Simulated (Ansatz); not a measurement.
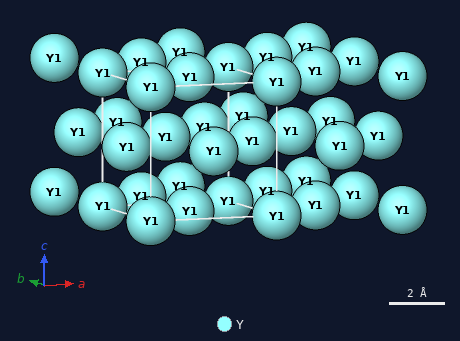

Reference structure: a symmetric starting cell of Y. The picture is a spheres-only view of the conventional cell (4 times the calculation's cell), repeated 2 × 2 × 1 with one cell outlined, seen slightly off an axis. Lengths and directions refer to the drawn axes.

Computed with Ansatz 0.2.0, DFT PBE, scalar-relativistic, plane waves, PAW. Settings: plane-wave cutoff 420 eV; k-point mesh 14 × 14 × 14; occupations gaussian; smearing width 0.1 eV; no spin polarisation.

Now this is done to it. All lengths are scaled by +2.0 % (volume +6.0 %), the atoms keeping their fractional coordinates. No relaxation follows. The starting cell wasn't computed here and needn't be at equilibrium, so pressure and forces aren't due to the change alone.

> What does the calculation give for the changed structure?

The pressure is −0.1 GPa (not all of it need come from the change, since the unchanged cell can be under pressure at this level too). All forces vanish by symmetry. Near-neighbour distances before and after: Y–Y 3.514 → 3.583 Å. The space group stays Fm-3m (No. 225).

The changed structure in the same view:

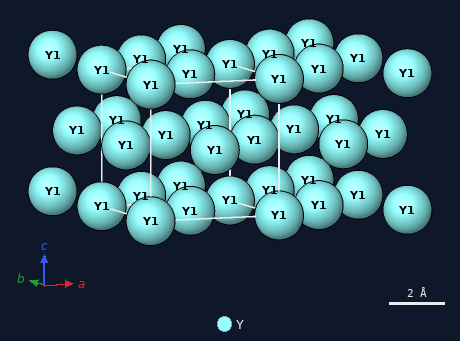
